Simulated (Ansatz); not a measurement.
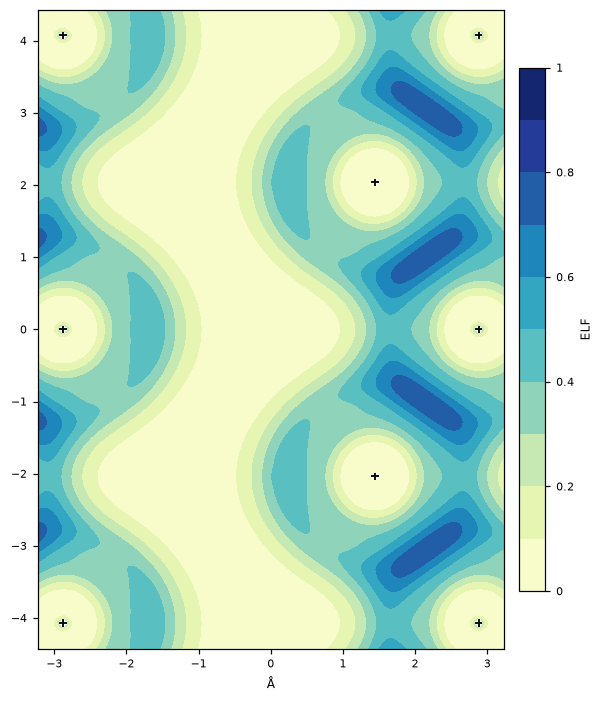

The ELF on a plane through atoms (crosses mark nuclei in the plane).

All numbers below come from DFT PBE, scalar-relativistic, plane waves, PAW (Ansatz).

Candidates:
A. Ge, a = 5.76 Å, b = 5.76 Å, c = 5.76 Å, α = 90.00°, β = 90.00°, γ = 90.00°. Space group Fd-3m; a generated structure, not necessarily the stable one.
B. GaAs, a = 5.65 Å, b = 5.65 Å, c = 5.65 Å, α = 90.00°, β = 90.00°, γ = 90.00°. Space group F-43m; a generated structure, not necessarily the stable one; computed pressure about 3 GPa in this cell.
C. TiO2, a = 3.78 Å, b = 3.78 Å, c = 9.51 Å, α = 90.00°, β = 90.00°, γ = 90.00°. Space group I4₁/amd; computed pressure about 5 GPa in this cell; computed without spin polarisation.

**Which candidate gave the map?**

Candidate A: Ge on the (101) plane of the conventional cell, which holds Ge. Ge–Ge (2.49 Å): the ELF peaks at about 0.80 between the atoms.
